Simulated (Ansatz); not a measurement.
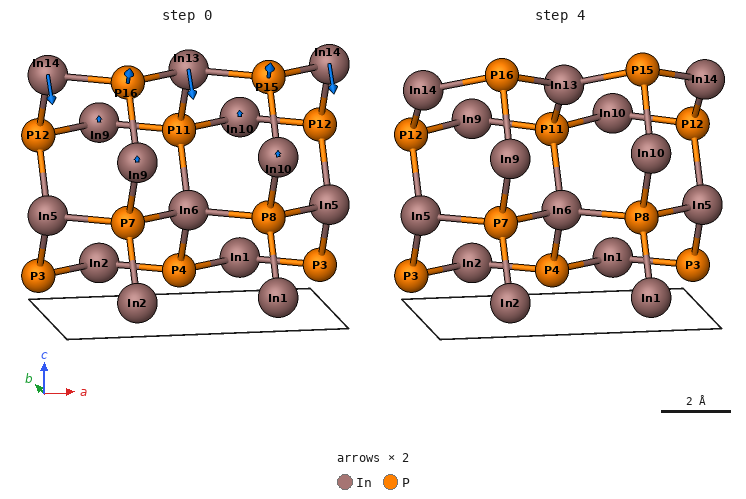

The structure of a slab of composition InP (cut from the F-43m phase) before (left) and after (right) a constrained relaxation, at one scale. The blue arrows give the displacements, magnified 2 times.

A ball-and-stick model of the cell of the calculation, outlined in the plane, without the vacuum (origin shifted), seen slightly off an axis.

Case: clean slab, lower planes held. The slab is the (1 1 0) face of InP. 8 atoms are held fixed.

The calculation used DFT PBE+D3(BJ), scalar-relativistic, plane waves, PAW (Ansatz 0.2.0). (plane-wave cutoff 420 eV; k-point mesh 2 × 3 × 1; occupations gaussian; smearing width 0.05 eV; no spin polarisation; dipole correction; atoms relaxed in a fixed cell; force threshold 0.03 eV/Å; at most 70 steps)

> What changed between the two?

The largest moves, 0.52 Å, are those of In13 and In14. In13 goes at 44° to the normal (−c side). By element the largest moves are In 0.52 Å, P 0.30 Å. The cell stays as it was. Near-neighbour distances that change, for instance: P7–In9 2.552 → 2.627 Å, In5–P12 2.552 → 2.582 Å, In13–P15 2.552 → 2.523 Å, In10–P15 2.552 → 2.574 Å. Bond angles that change, for instance: In10–P15–In13 109.5° → 92.1°, P11–In13–P15 109.5° → 122.8°, In5–P12–In14 109.5° → 96.6°. The energy falls by 0.987 eV per cell of the calculation in 4 geometry steps. The largest force component goes from 1 to 0.013 eV/Å.
